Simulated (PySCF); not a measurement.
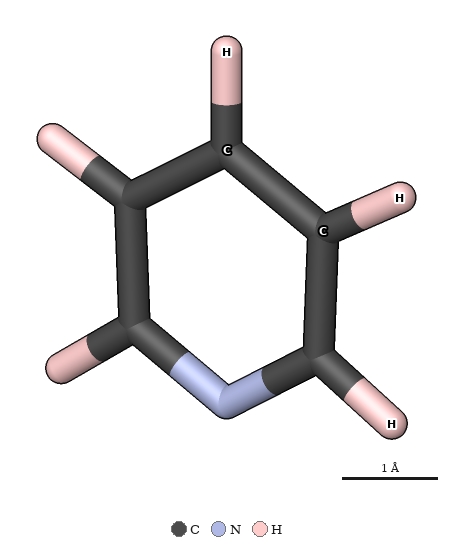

**Figure 1.** The input geometry (stick view, seen at a tilt).

## NMR shielding calculation of C5H5N

- system: C5H5N (pyridine)
- method: GIAO PBE0/pcSseg-1 NMR shielding, non-relativistic, gas phase (PySCF 2.14.0)

The geometry comes from this level: GFN2-xTB. It belongs to a series of runs on one base structure; here: PBE0/pcSseg-1; grid level 3. Figures and captions count atoms from 1; the log counts them from 0 in places.

## The input
```
{"job": {"kind": "nmr", "xc": "PBE0", "basis": "pcSseg-1", "pop": true, "grid": 3}, "charge": 0, "multiplicity": 1}
C      0.072246     1.185626    -0.023287
C      1.219518     0.408630     0.003071
C      1.077055    -0.970698     0.025259
N     -0.095001    -1.581335     0.024171
C     -1.185172    -0.834552     0.000678
C     -1.160378     0.552002    -0.024265
H      0.137280     2.264355    -0.042348
H      2.199883     0.859715     0.006690
H      1.941492    -1.621703     0.045298
H     -2.122020    -1.377002     0.002312
H     -2.079479     1.117633    -0.043542
```

The first line tells a small driver script what to run in PySCF; the rest is the geometry in Å.

Machine: 1 CPU thread, shared host.

Command:
```bash
OMP_NUM_THREADS=1 python <driver script> task.json out
```

## Output
```
coarse grid: 9592 points
cycle   1  E = -247.8986193842  dE =  1.073e+00  |g| = 2.974e-01  |ddm| = 3.160e+00
cycle   2  E = -247.8974888454  dE =  1.131e-03  |g| = 3.340e-01  |ddm| = 7.510e-01
cycle   3  E = -247.9224879016  dE = -2.500e-02  |g| = 6.714e-02  |ddm| = 3.616e-01
cycle   4  E = -247.9231699393  dE = -6.820e-04  |g| = 3.310e-02  |ddm| = 6.346e-02
cycle   5  E = -247.9234187632  dE = -2.488e-04  |g| = 8.622e-03  |ddm| = 3.949e-02
cycle   6  E = -247.9234372385  dE = -1.848e-05  |g| = 3.255e-03  |ddm| = 1.115e-02
cycle   7  E = -247.9234399034  dE = -2.665e-06  |g| = 2.669e-04  |ddm| = 2.687e-03
final grid: 133536 points
cycle   8  E = -247.9569592339  dE = -2.603e-05  |g| = 6.151e-03  |ddm| = 3.148e-02
cycle   9  E = -247.9569583607  dE =  8.732e-07  |g| = 6.635e-03  |ddm| = 1.309e-02
cycle  10  E = -247.9569688796  dE = -1.052e-05  |g| = 1.152e-03  |ddm| = 6.728e-03
cycle  11  E = -247.9569691761  dE = -2.965e-07  |g| = 3.066e-04  |ddm| = 1.229e-03
cycle  12  E = -247.9569691977  dE = -2.158e-08  |g| = 6.546e-05  |ddm| = 3.027e-04
cycle  13  E = -247.9569691985  dE = -7.706e-10  |g| = 2.916e-05  |ddm| = 6.971e-05
```

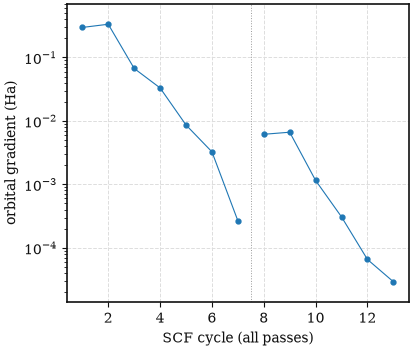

**Figure 2.** Convergence of the self-consistent field: orbital gradient against the SCF cycle. The dotted line marks the change from a coarse to the final integration grid. The first 7 cycles use a coarse grid, the final grid takes over at cycle 8, and the field converges after 13 cycles in all.

```
converged SCF energy = -247.9569691985

GIAO shielding tensors (ppm)
atom      isotropic    diamagn.    paramagn.     s11        s22        s33       span
  0 C       45.480     252.620    -207.141    -71.062     24.647    182.854    253.916
  1 C       58.459     256.894    -198.434    -56.383     53.531    178.230    234.613
  2 C       30.885     250.316    -219.431    -80.785     25.378    148.063    228.848
  3 N      -94.147     329.601    -423.748   -413.956   -176.912    308.428    722.384
  4 C       30.849     250.324    -219.474    -80.843     25.364    148.027    228.870
  5 C       58.407     256.897    -198.490    -56.458     53.497    178.183    234.641
  6 H       23.792      30.915      -7.124     20.774     23.572     27.029      6.255
  7 H       24.301      31.262      -6.961     21.781     23.531     27.591      5.810
  8 H       22.718      29.567      -6.849     18.886     22.478     26.789      7.902
  9 H       22.714      29.561      -6.848     18.885     22.473     26.784      7.899
 10 H       24.297      31.257      -6.960     21.777     23.528     27.587      5.810
```

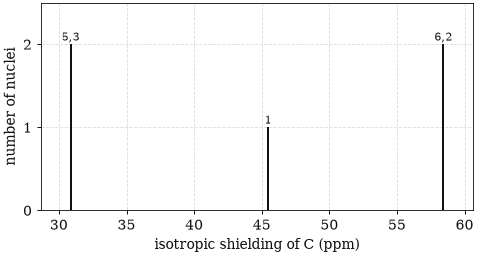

**Figure 3.** Isotropic shieldings of the carbon nuclei in this fixed geometry, labelled by atom number; shielding grows to the right, so chemical shift grows to the left. The least shielded is C5 (30.8 ppm), the most shielded C2 (58.5 ppm).

## Results in brief

| quantity | value |
| --- | --- |
| outcome | converged |
| total energy | −247.956969 hartree |
| HOMO | −7.37 eV |
| LUMO | −0.77 eV |
| dipole moment | 2.23 D |
| isotropic shielding, C | 30.8 to 58.5 ppm |
| isotropic shielding, N | −94.1 ppm |
| isotropic shielding, H | 22.7 to 24.3 ppm |
| wall time | 11 s |
| peak memory | 0.64 GiB |

## Remarks

Settings chosen away from the usual ones: PBE0/pcSseg-1; grid level 3.
